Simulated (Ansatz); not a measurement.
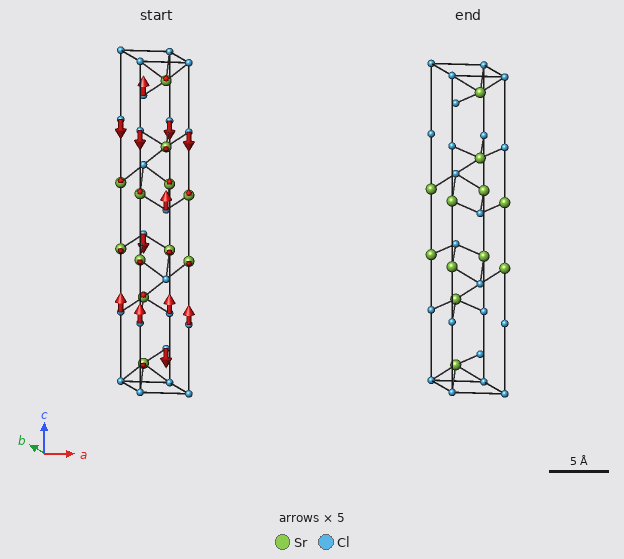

The structure of crystalline Sr₂Cl₃ (built on the tetradymite_166 type) (coarse preliminary run) before (left) and after (right) a relaxation, at one scale. The red arrows give the displacements (the part carried along by the change of the cell is left out), magnified 5 times.

A ball-and-stick model of the conventional cell (3 times the calculation's cell), seen slightly off an axis. Lengths and directions refer to the drawn axes.

Case: tetradymite type (R-3m, No. 166).

Theory: DFT PBE, scalar-relativistic, plane waves, PAW (Ansatz). Set-up: plane-wave cutoff 420 eV; k-point mesh 6 × 6 × 6; occupations gaussian; smearing width 0.1 eV; no spin polarisation; cell and atoms relaxed; force threshold 0.04 eV/Å; at most 70 steps.

Question: Summarise the run.

Answer: The largest moves relative to the cell, 0.35 Å, are those of Cl atoms. By element the largest moves are Cl 0.35 Å, Sr 0.10 Å. The drawn cell changes as follows: a = b 4.164 → 4.499 Å (+8.1 %), c 28.952 → 27.712 Å (−4.3 %); the volume changes by +11.8 %. Near-neighbour distances that change, for instance: Cl–Sr 3.083 → 3.131 Å. Among the angles between lasting bonds that change: Cl–Sr–Cl 91.0° → 100.8°, Sr–Cl–Sr 91.0° → 100.8°, Cl–Sr–Cl 91.9° → 83.5°. The space group stays R-3m (No. 166). After 3 accepted moves (4 points after the start) the energy has fallen by 74.3 meV per atom. The largest force component goes from 0.69 to 0.016 eV/Å. Pressure: 0.79 GPa at the start and 0.11 GPa at the end. At 1 point the geometry stayed and the basis and grid were re-selected for the new cell (energy shift of 0.2 meV per atom at most each time).

Limits of the set-up: an odd number of electrons was run without spin polarisation, which fails if the electron would localise.
